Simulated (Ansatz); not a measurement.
## Electronic structure of Zr3S2 in real space

```yaml
crystal:
  lattice:
    - [4.79690, 0.00000, 0.00000]
    - [0.00000, 4.79690, 0.00000]
    - [0.00000, 0.00000, 4.79690]
  atoms:
    - { symbol: Zr, position: [0.50000, 0.00000, 0.00000] }
    - { symbol: Zr, position: [0.00000, 0.50000, 0.00000] }
    - { symbol: Zr, position: [0.00000, 0.00000, 0.50000] }
    - { symbol: S, position: [0.50000, 0.50000, 0.50000] }
    - { symbol: S, position: [0.00000, 0.00000, 0.00000] }
```

Space group Pm-3m; a structure generated by program, which may or may not match a known phase.

Method: Ansatz 0.2.0, DFT PBE, scalar-relativistic, plane waves, PAW.

Core electrons are frozen (PAW), and the valence fields are smoothed inside the atomic spheres.

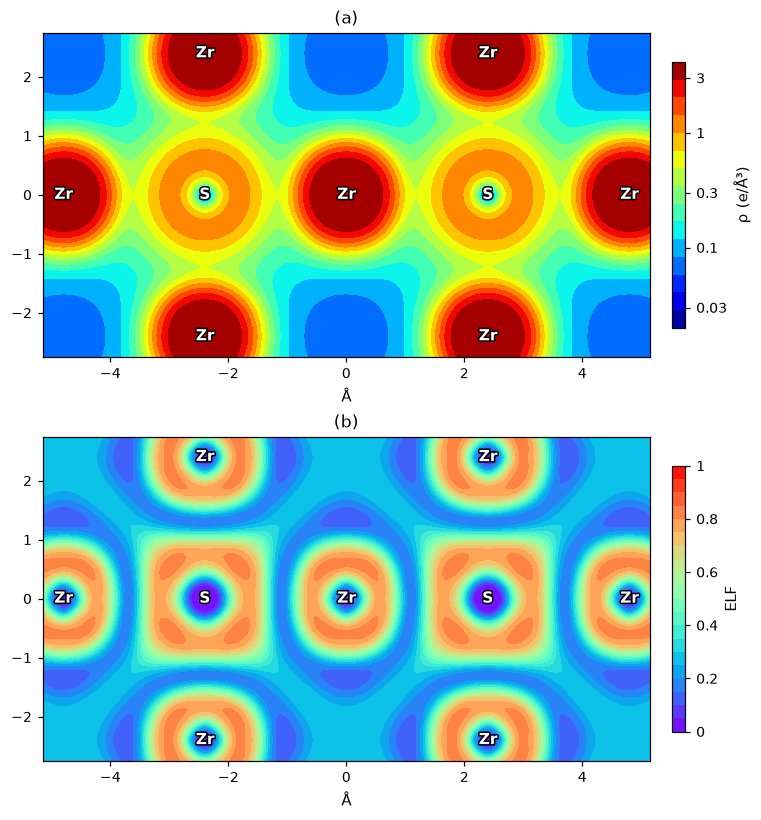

Figure 1. (a) valence pseudo-density; (b) electron localisation function on the (010) plane of the conventional cell.

**What do the fields say about this system?**

The section cuts through Zr and S sites.
Zr–S (2.40 Å): ρ at the midpoint is about 0.49 e/Å³; the ELF peaks at about 0.75 in the valence shell of S, 0.7 Å from its nucleus, and is about 0.20 at the midpoint; no shared electron pair shows on this line.
Between the atoms the lowest density in this plane is 0.06 e/Å³.
The features right at Zr lie inside the PAW spheres, where the map follows smoothed inner orbitals and isn't to be read closely.

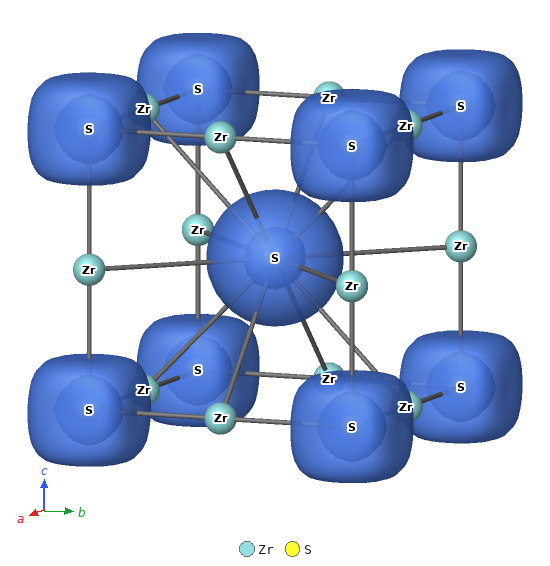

Figure 2. Isosurface of the ELF at 0.7 (blue), seen slightly off an axis. Only the valence region is drawn (cores and ρ < 0.01 e/Å³ removed). Sticks mark near contacts.

**Where are the electrons localised?**

At this value the surface marks out two regions wrapped around S (the valence shell of each), counted in one cell of 5 atoms. Regions shared between cells count once.

**Does the calculation make it a metal, or give it a gap?**

It is metallic or semimetallic at this level of theory: no gap opens.
